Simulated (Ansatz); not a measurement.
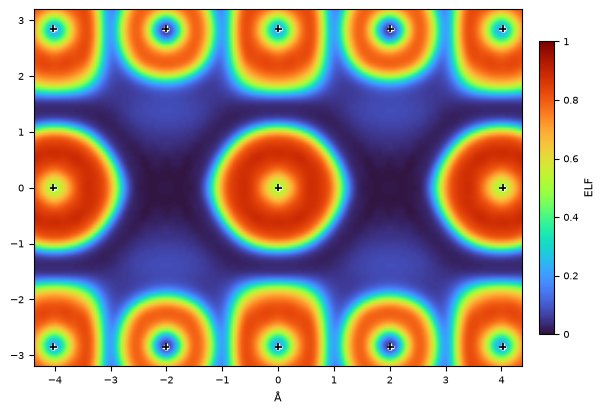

The ELF on a plane through atoms (crosses mark nuclei in the plane).

Computed with Ansatz 0.2.0, DFT PBE, scalar-relativistic, plane waves, PAW.

Candidates:
A. Ru, a = 2.72 Å, b = 2.72 Å, c = 4.30 Å, α = 90.00°, β = 90.00°, γ = 120.00°. Space group P6₃/mmc; computed without spin polarisation.
B. KNbO3, a = 4.03 Å, b = 4.03 Å, c = 4.03 Å, α = 90.00°, β = 90.00°, γ = 90.00°. Space group Pm-3m; a structure from a database of computed crystals, not necessarily the ambient phase.
C. Rb, a = 5.85 Å, b = 5.85 Å, c = 5.85 Å, α = 90.00°, β = 90.00°, γ = 90.00°. Space group Im-3m; changed on purpose from its base cell (volume × 1.10); computed without spin polarisation.

**Which candidate gave the map?**

Candidate B: KNbO3 on the (101̄) plane of the conventional cell, which holds K, Nb and O. Nb–O (2.01 Å): the ELF peaks at about 0.80 in the valence shell of O, 0.6 Å from its nucleus, and drops to about 0.20 between the two atoms; no shared electron pair shows on this line. K–O (2.85 Å): the ELF is about 0.05 at the midpoint: a largely ionic contact.
